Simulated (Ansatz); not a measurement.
System: PbS.

```xyz
8
Lattice="4.1528 -2.3976 3.3934 0.0000 4.7952 3.3934 -4.1528 -2.3976 3.3934" Properties=species:S:1:pos:R:3 pbc="T T T"
Pb   -2.0764   -1.1988    1.6967
Pb    2.0764   -1.1988    1.6967
Pb    0.0000    2.3976    1.6967
Pb    0.0000    0.0000    5.0900
S    -2.0764   -1.1988    6.7828
S     2.0764   -1.1988    6.7828
S     0.0000    2.3976    6.7828
S     0.0000    0.0000   10.1762
```

Space group Fm-3m; a structure from a database of computed crystals, not necessarily the ambient phase; changed on purpose from its base cell (volume × 0.97, shape and atoms relaxed).

Computed with DFT PBE+D3(BJ), scalar-relativistic, plane waves, PAW (Ansatz 0.2.0).

**Predict the valence pseudo-density and electron localisation function between the atoms.**

Pb–S (2.93 Å): ρ is about 0.24 e/Å³ halfway; the ELF peaks at about 0.85 in the valence shell of S, 0.8 Å from its nucleus, and drops to about 0.25 between the two atoms.

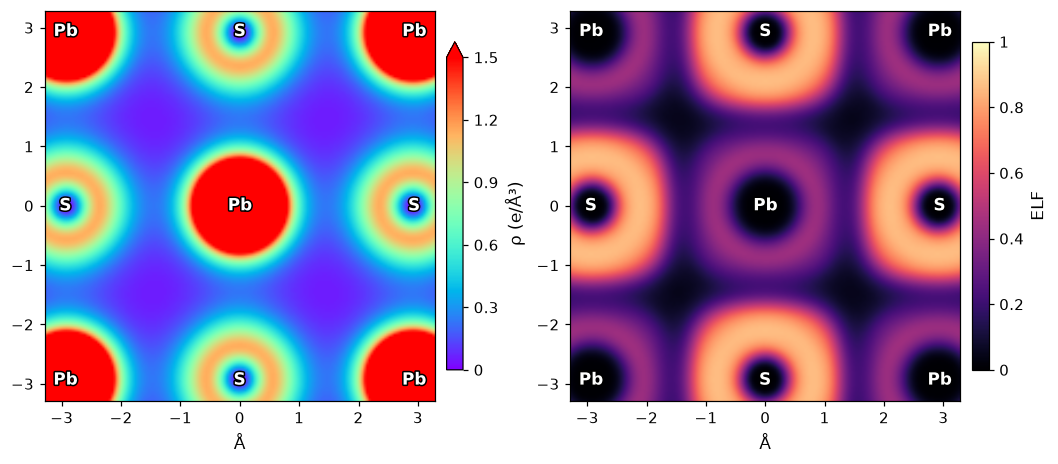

Computed valence pseudo-density and electron localisation function on the (100) plane of the conventional cell, in this order. 
